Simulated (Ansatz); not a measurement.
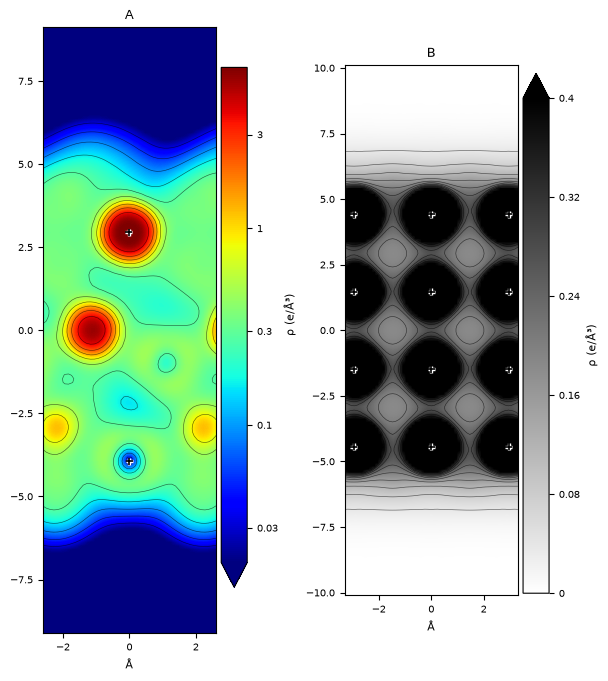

The valence pseudo-density of 2 systems, each on a plane through atoms (crosses mark nuclei in the plane).

Method: DFT PBEsol, scalar-relativistic, plane waves, PAW in Ansatz.

System 1: Si8Mo3 (slab), the (100) plane of the calculation cell, a cut from vacuum to vacuum. Not relaxed (largest force 0.8 eV/Å); computed without spin polarisation.

```xyz
11
Lattice="3.1901 0.0000 0.0000 -1.5950 4.2235 0.0000 0.0000 0.0000 24.8359" Properties=species:S:1:pos:R:3 pbc="T T T"
Si    1.5950    1.7969    7.4999
Si    0.0000    3.6313    8.4745
Mo    0.0000    1.2047    9.4642
Si    1.5951    3.0017   10.4539
Si    1.5951    0.6126   11.4282
Mo    0.0000    2.4095   12.4179
Si    1.5950    4.2064   13.4077
Si    1.5950    1.8174   14.3820
Mo    0.0000    3.6143   15.3717
Si    0.0000    1.1877   16.3614
Si    1.5950    3.0221   17.3359
```

System 2: Ta (slab), the (010) plane of the calculation cell, a cut from vacuum to vacuum. Changed on purpose from its base cell (repeats removed: -1); not relaxed (largest force 1.5 eV/Å); computed without spin polarisation.

```
Ta
1.0
     2.95259    0.00000    0.00000
     0.00000    4.17559    0.00000
     0.00000    0.00000   26.81035
Ta
9
Direct
  0.50000 0.50000 0.27974
  0.00000 0.00000 0.33481
  0.50000 0.50000 0.38987
  0.00000 0.00000 0.44494
  0.50000 0.50000 0.50000
  0.00000 0.00000 0.55506
  0.50000 0.50000 0.61013
  0.00000 0.00000 0.66519
  0.50000 0.50000 0.72026
```

Match each panel to its system.

Panel A is system 1, Si8Mo3: the plane holds Si and Mo. Panel B is system 2, Ta: the plane holds Ta. Ta–Ta (2.95 Å): ρ at the midpoint is about 0.28 e/Å³.
